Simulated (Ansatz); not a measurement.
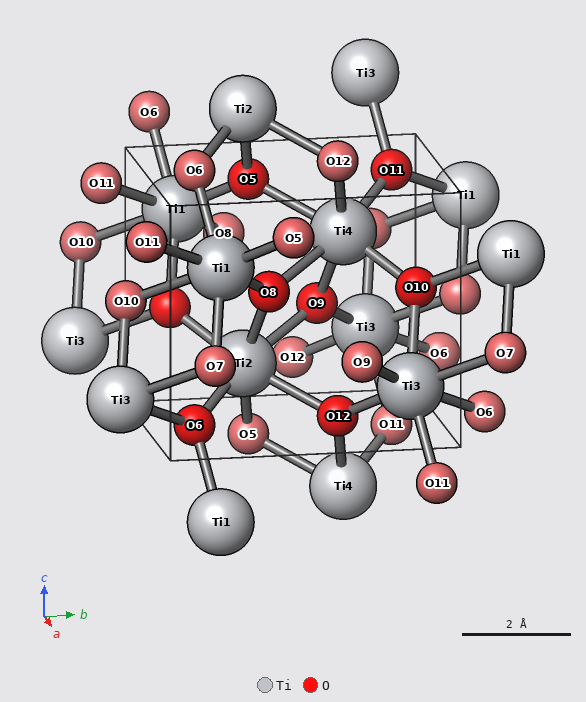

The structure as given in the input (ball-and-stick view of the cell of the calculation, seen slightly off an axis; neighbours outside the cell are drawn fainter; atoms are numbered from 1 in the order of the input).

## Two runs on TiO2

System: TiO2 (Pbcn, 12 atoms in the cell).
Method of the first run: Kohn-Sham DFT of a periodic cell, PBE, Ansatz PAW, no spin polarisation (Ansatz 0.2.0).

The structure derives from a Materials Project entry. Text and figures count atoms from 1; the logs count them from 0 in places.

**Input file, the first run**
```yaml
crystal:
  lattice:
    - [4.54534955, 0.0, 0.0]
    - [0.0, 5.51961944, 0.0]
    - [0.0, 0.0, 4.90919686]
  atoms:
    - { symbol: Ti, position: [0.0, 0.17299093, 0.75] }
    - { symbol: Ti, position: [0.5, 0.32700907, 0.25] }
    - { symbol: Ti, position: [0.0, 0.82700907, 0.25] }
    - { symbol: Ti, position: [0.5, 0.67299093, 0.75] }
    - { symbol: O, position: [0.27145062, 0.38172464, 0.91864908] }
    - { symbol: O, position: [0.77145062, 0.11827536, 0.08135092] }
    - { symbol: O, position: [0.22854938, 0.11827536, 0.41864908] }
    - { symbol: O, position: [0.72854938, 0.38172464, 0.58135092] }
    - { symbol: O, position: [0.27145062, 0.61827536, 0.41864908] }
    - { symbol: O, position: [0.77145062, 0.88172464, 0.58135092] }
    - { symbol: O, position: [0.22854938, 0.88172464, 0.91864908] }
    - { symbol: O, position: [0.72854938, 0.61827536, 0.08135092] }
hamiltonian:
  xc: pbe
  pseudopotentials: { kind: paw }
kpoints:
  mp_grid: { grid: [6, 5, 6] }
scf:
  occupations: { method: fermi_dirac, width: 0.05 }
output:
  forces: true
  stress: true
  eigenvalues: true
```

Launched with:
```bash
ansatz run input.yaml --threads 4 --pin off --max-ram 11264MiB --backend cpu --events-out ev --progress --plain --runs-dir out
```

Hardware: 4 threads of Arm Neoverse V1, 24 GiB of memory available, shared host.

**Output, shortened to warnings, some set-up lines, iterations and results (the first run)**
```
Basis set: ecut = 420 eV, 2417 PW (Γ), exchange–correlation on 64×80×72 points (8 copies of the dense FFT grid, shifted against one another)
Symmetry: 8 space group operations
k-points: 48 of 180
Initial density: superposition of atomic densities (neutral atoms: chi_scale 0, normalization atom), corrected by the library's trained network
[...]
SCF iter   1: F=—  HF=-14554.634230 eV  |F-HF|=—  |Δ(HF+E_count)|=         —  Δρ=3.89e-3  dr2=6.26e-3  ethr=1.77e-3  ⟨swp⟩=5.0  Hψ=10979  notcnv=0
SCF iter   2: F=—  HF=-14554.635446 eV  |F-HF|=—  |Δ(HF+E_count)|=   1.22e-3  Δρ=2.10e-3  dr2=2.02e-3  ethr=6.52e-6  ⟨swp⟩=3.0  Hψ=5742  notcnv=0  defer=1
SCF iter   3: F=—  HF=-14554.636062 eV  |F-HF|=—  |Δ(HF+E_count)|=   6.15e-4  Δρ=1.11e-3  dr2=6.97e-4  ethr=2.10e-6  ⟨swp⟩=2.0  Hψ=3804  notcnv=0  defer=1
SCF iter   4: F=—  HF=-14554.636284 eV  |F-HF|=—  |Δ(HF+E_count)|=   2.22e-4  Δρ=1.48e-4  dr2=1.31e-5  ethr=7.26e-7  ⟨swp⟩=2.0  Hψ=3726  notcnv=0  defer=1
SCF iter   5: F=—  HF=-14554.636074 eV  |F-HF|=—  |Δ(HF+E_count)|=   2.10e-4  Δρ=3.95e-5  dr2=1.27e-6  ethr=1.36e-8  ⟨swp⟩=2.0  Hψ=4594  notcnv=0  defer=1
SCF iter   6: F=-14554.636075 eV  HF=-14554.636075 eV  |F-HF|=5.42e-8  |Δ(HF+E_count)|=   6.83e-7  Δρ=9.11e-6  dr2=8.91e-8  ethr=1.04e-10  ⟨swp⟩=6.6  Hψ=12244  notcnv=0
SCF 1 converged in 6 iterations: F = -14554.636075 eV  dr2 = 8.91e-8
SCF converged after 6 iterations
Free energy (F): -14554.636075 eV
Harris-Foulkes:  -14554.636075 eV  (|F-HF|=5.42e-8)
Internal energy: -14554.636075 eV  (E = F + TS)
E sigma→0 (E₀):  -14554.636075 eV
Fermi energy:    10.271435 eV
--- Per-component energies (eV) ---
  E_band       = -754.769340
  E_kinetic    = 2494.243903
  E_local      = -5989.685470  (includes V_loc(G=0)·N_el)
  E_nonlocal   = 393.820382
  E_hartree    = 2273.573864
  E_xc         = -985.578563
  E_vxc        = -1248.248621  (∫ρ·V_xc dr)
  E_paw        = -5444.349109  (= ΣΔE_a)
  E_vpaw       = -952.062268  (= ΣTr[D̂ρ^β])
  E_aug_tail   = 0.020104  (compensation charges beyond the density's cutoff)
  E_ewald      = -7296.681186
  E_smearing   = -0.000000  (= −TS)
  E_closure    = -0.000000  (closes the sum)
  Σ components = -14554.636075   (vs F -14554.636075, Δ=0.00e0)
--- Forces (eV/Å), atoms counted from 1 ---
  atom   1  Ti     0.00000000     0.11564878     0.00000000
  atom   2  Ti     0.00000000    -0.11564878     0.00000000
  atom   3  Ti     0.00000000    -0.11564878    -0.00000000
  atom   4  Ti     0.00000000     0.11564878     0.00000000
  atom   5  O     -0.05317706    -0.03795610    -0.00364708
  atom   6  O     -0.05317706     0.03795610     0.00364708
  atom   7  O      0.05317706     0.03795610    -0.00364708
  atom   8  O      0.05317706    -0.03795610     0.00364708
  atom   9  O     -0.05317706     0.03795610    -0.00364708
  atom  10  O     -0.05317706    -0.03795610     0.00364708
  atom  11  O      0.05317706    -0.03795610    -0.00364708
  atom  12  O      0.05317706     0.03795610     0.00364708
  max |Σ_I F_I| component: 2.08e-17 eV/Å
--- Stress (GPa, compression-positive) ---
        4.099439       0.000000       0.000000
        0.000000       4.154839       0.000000
        0.000000       0.000000       3.981402
  P = ⅓ Tr σ = 4.0786 GPa (40.786 kbar)
```

The input of the second run differs as follows (lines with − go, lines with + come):
```diff
-    - { symbol: Ti, position: [0.0, 0.17299093, 0.75] }
-    - { symbol: Ti, position: [0.5, 0.32700907, 0.25] }
-    - { symbol: Ti, position: [0.0, 0.82700907, 0.25] }
-    - { symbol: Ti, position: [0.5, 0.67299093, 0.75] }
-    - { symbol: O, position: [0.27145062, 0.38172464, 0.91864908] }
-    - { symbol: O, position: [0.77145062, 0.11827536, 0.08135092] }
-    - { symbol: O, position: [0.22854938, 0.11827536, 0.41864908] }
-    - { symbol: O, position: [0.72854938, 0.38172464, 0.58135092] }
-    - { symbol: O, position: [0.27145062, 0.61827536, 0.41864908] }
-    - { symbol: O, position: [0.77145062, 0.88172464, 0.58135092] }
-    - { symbol: O, position: [0.22854938, 0.88172464, 0.91864908] }
-    - { symbol: O, position: [0.72854938, 0.61827536, 0.08135092] }
+    - { symbol: Ti, position: [0.000434, 0.171077, 0.744689] }
+    - { symbol: Ti, position: [0.498861, 0.320559, 0.24726] }
+    - { symbol: Ti, position: [0.000524, 0.837966, 0.249225] }
+    - { symbol: Ti, position: [0.488091, 0.679129, 0.735541] }
+    - { symbol: O, position: [0.26894, 0.382847, 0.905478] }
+    - { symbol: O, position: [0.769537, 0.123086, 0.083578] }
+    - { symbol: O, position: [0.231388, 0.117874, 0.409857] }
+    - { symbol: O, position: [0.726922, 0.382982, 0.58295] }
+    - { symbol: O, position: [0.274963, 0.612062, 0.420515] }
+    - { symbol: O, position: [0.772979, 0.882245, 0.588291] }
+    - { symbol: O, position: [0.220362, 0.879978, 0.905795] }
+    - { symbol: O, position: [0.732175, 0.615795, 0.07913] }
```

How does the second run compare with the first run?

With the same functional and potentials, the second run lies 21.6 meV per atom higher. The gap on the mesh goes from 2.62 to 2.37 eV. The pressure goes from 4.08 to 4.80 GPa. The largest force goes from 0.116 to 1.866 eV/Å. The SCF takes 8 iterations against 6. The irreducible k-points go from 48 to 92. On the same kind of shared host the second run took about 3.6 times as long.

**Output, shortened to warnings, some set-up lines, iterations and results (the second run)**
```
Basis set: ecut = 420 eV, 2417 PW (Γ), exchange–correlation on 64×80×72 points (8 copies of the dense FFT grid, shifted against one another)
Symmetry: 1 space group operations
k-points: 92 of 180 (time reversal used)
Initial density: superposition of atomic densities (neutral atoms: chi_scale 0, normalization atom), corrected by the library's trained network
[...]
SCF iter   1: F=—  HF=-14554.374357 eV  |F-HF|=—  |Δ(HF+E_count)|=         —  Δρ=3.87e-3  dr2=7.23e-3  ethr=1.77e-3  ⟨swp⟩=5.0  Hψ=21116  notcnv=0
SCF iter   2: F=—  HF=-14554.375522 eV  |F-HF|=—  |Δ(HF+E_count)|=   1.16e-3  Δρ=2.10e-3  dr2=2.22e-3  ethr=7.54e-6  ⟨swp⟩=2.6  Hψ=9748  notcnv=0
SCF iter   3: F=—  HF=-14554.376110 eV  |F-HF|=—  |Δ(HF+E_count)|=   5.88e-4  Δρ=1.12e-3  dr2=7.50e-4  ethr=2.31e-6  ⟨swp⟩=2.0  Hψ=7380  notcnv=0
SCF iter   4: F=—  HF=-14554.376356 eV  |F-HF|=—  |Δ(HF+E_count)|=   2.47e-4  Δρ=1.80e-4  dr2=3.01e-5  ethr=7.81e-7  ⟨swp⟩=2.0  Hψ=7259  notcnv=0
SCF iter   5: F=—  HF=-14554.376324 eV  |F-HF|=—  |Δ(HF+E_count)|=   3.20e-5  Δρ=9.44e-5  dr2=8.73e-6  ethr=3.14e-8  ⟨swp⟩=2.0  Hψ=7863  notcnv=0
SCF iter   6: F=—  HF=-14554.376328 eV  |F-HF|=—  |Δ(HF+E_count)|=   4.19e-6  Δρ=2.96e-5  dr2=1.05e-6  ethr=9.09e-9  ⟨swp⟩=2.0  Hψ=7288  notcnv=0
SCF iter   7: F=—  HF=-14554.376329 eV  |F-HF|=—  |Δ(HF+E_count)|=   2.79e-7  Δρ=1.74e-5  dr2=4.02e-7  ethr=1.10e-9  ⟨swp⟩=2.0  Hψ=7718  notcnv=0
SCF iter   8: F=-14554.376329 eV  HF=-14554.376329 eV  |F-HF|=5.96e-9  |Δ(HF+E_count)|=   8.45e-9  Δρ=6.61e-6  dr2=5.41e-8  ethr=1.04e-10  ⟨swp⟩=6.8  Hψ=21106  notcnv=0
SCF 1 converged in 8 iterations: F = -14554.376329 eV  dr2 = 5.41e-8
SCF converged after 8 iterations
Free energy (F): -14554.376329 eV
Harris-Foulkes:  -14554.376329 eV  (|F-HF|=5.96e-9)
Internal energy: -14554.376329 eV  (E = F + TS)
E sigma→0 (E₀):  -14554.376329 eV
Fermi energy:    10.291010 eV
--- Per-component energies (eV) ---
  E_band       = -754.734243
  E_kinetic    = 2494.921811
  E_local      = -6001.601571  (includes V_loc(G=0)·N_el)
  E_nonlocal   = 394.122434
  E_hartree    = 2279.256341
  E_xc         = -985.639198
  E_vxc        = -1248.330565  (∫ρ·V_xc dr)
  E_paw        = -5444.563761  (= ΣΔE_a)
  E_vpaw       = -952.374017  (= ΣTr[D̂ρ^β])
  E_aug_tail   = 0.020112  (compensation charges beyond the density's cutoff)
  E_ewald      = -7290.892496
  E_smearing   = -0.000000  (= −TS)
  E_closure    = -0.000000  (closes the sum)
  Σ components = -14554.376329   (vs F -14554.376329, Δ=0.00e0)
--- Forces (eV/Å), atoms counted from 1 ---
  atom   1  Ti    -0.27375171     0.96044849     0.18700426
  atom   2  Ti     0.47814456     1.48668017    -0.35260492
  atom   3  Ti    -0.77127977    -1.61439366    -0.53150348
  atom   4  Ti     0.75742147    -0.90355888     0.96841750
  atom   5  O      0.03953451    -0.36027970     0.55167168
  atom   6  O      0.43179977    -0.62326688    -0.25744482
  atom   7  O     -0.41650072    -0.47494806     0.35573952
  atom   8  O      0.17904876    -0.47604838    -0.30042236
  atom   9  O     -0.75637123     0.64483215    -0.85984097
  atom  10  O      0.19450886     0.24485544    -0.80919309
  atom  11  O     -0.02166486     0.35002413     0.72336216
  atom  12  O      0.15908385     0.76564735     0.32479038
  max |Σ_I F_I| component: 2.65e-5 eV/Å
--- Stress (GPa, compression-positive) ---
        5.167036      -0.498934      -2.696684
       -0.498934       4.996510       0.425853
       -2.696685       0.425853       4.244860
  P = ⅓ Tr σ = 4.8028 GPa (48.028 kbar)
```

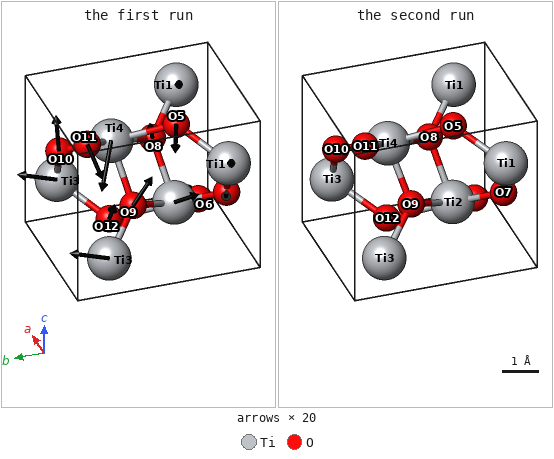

The two input geometries at one scale (ball-and-stick view of the cell of the calculation, seen at an oblique angle). The black arrows on the first give the shifts of the atoms relative to the cell, with their mean removed, magnified 20 times. The atom that moves furthest is Ti4 (0.077 Å). By element the largest moves are Ti 0.077 Å, O 0.055 Å. (The mean shift of all atoms is removed.) The lattice vectors keep their values. Among the contacts that change: Ti4–O12 1.954 → 2.049 Å, Ti4–O9 1.954 → 1.862 Å, Ti3–O9 1.880 → 1.954 Å, Ti3–O7 2.085 → 2.027 Å.

**The two runs side by side**

| quantity | the first run | the second run |
| --- | --- | --- |
| outcome | converged | converged |
| free energy per atom (eV) | −1212.8863 | −1212.8647 |
| gap on the mesh (eV) | 2.62 | 2.37 |
| pressure (GPa) | 4.08 | 4.80 |
| largest force (eV/Å) | 0.116 | 1.866 |
| SCF iterations | 6 | 8 |
| irreducible k-points | 48 | 92 |
| plane waves at Γ | 2417 | 2417 |
| wall time (shared host) | 5.6 s | 20 s |
